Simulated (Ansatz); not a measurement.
```
Ir
1.0
     4.16667    0.00000    0.00000
    -2.08333    3.60844    0.00000
     0.00000    0.00000    2.57192
Ir
3
Direct
  0.00000 0.00000 0.00000
  0.33333 0.66667 0.50000
  0.66667 0.33333 0.50000
```

Space group P6/mmm; set up as Ir, omega (AlB2-type); a generated structure, not necessarily the stable one; changed on purpose from its base cell (volume × 0.88); computed pressure about 62 GPa in this cell; the program warned that a starting moment wasn't kept; spin-polarised, but the moments vanished.

Method: DFT, r2SCAN, plane waves (500 eV) with PAW, scalar-relativistic (Ansatz 0.2.0).

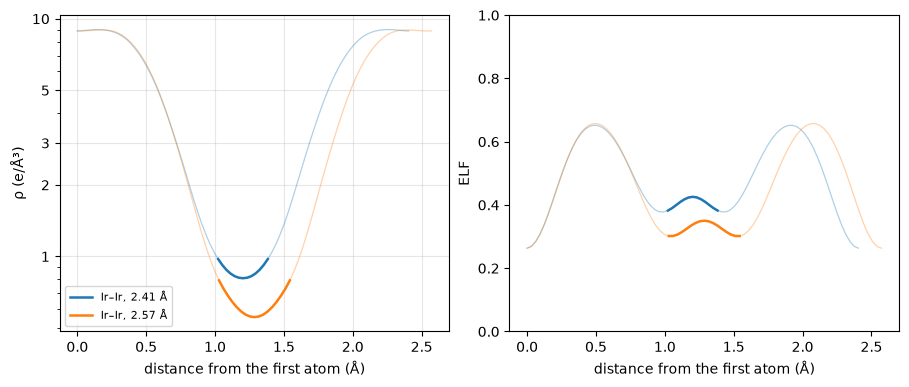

Ir. Valence charge density (pseudo) and electron localisation function along straight lines between neighbouring atoms. Thin, pale parts lie inside the atomic spheres.

The density is the valence pseudo-density of a PAW calculation; it isn't the true density close to the nuclei.

Question: Compare the contacts.

Answer: Ir–Ir (2.41 Å): the density is about 0.81 e/Å³ at the midpoint; the ELF is about 0.45 at the midpoint.
Ir–Ir (2.57 Å): ρ at the midpoint is about 0.56 e/Å³; the ELF is about 0.35 at the midpoint.
